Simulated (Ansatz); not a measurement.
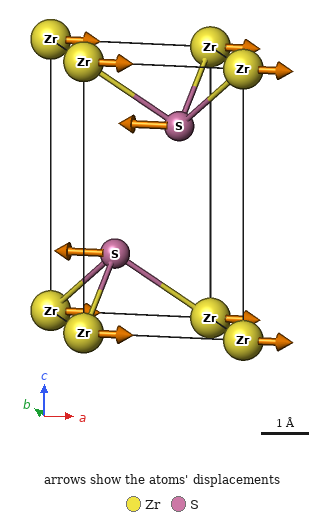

The lowest optical mode of solid ZrS₂, space group P-3m1 (No. 164), at the zone centre. The orange arrows are the displacements of the atoms (eigenvector over the root of the mass), of arbitrary overall length and sign. A ball-and-stick model of the cell of the calculation, seen slightly off an axis.

All numbers below come from Ansatz 0.2.0, DFT PBEsol, scalar-relativistic, plane waves, PAW. Settings: plane-wave cutoff 420 eV; k-point mesh 12 × 12 × 6; occupations fixed; no spin polarisation.

Frequencies are those without the non-analytic (LO–TO) term.

> Is the structure stable against all modes at this point?

Yes: this softest mode has a real frequency, and so have all others here. That speaks for this wave vector alone: the rest of the zone wasn't checked in this run. This is the E_u mode (doubly degenerate; one member of the set is drawn) at 19.7 meV, the lowest optical level, infrared-active by symmetry. The S sublattice moves against the Zr sublattice, along a; the kinetic energy is shared as S 59 %, Zr 41 %. Its infrared intensity is 60 (D/Å)²/amu for the set.
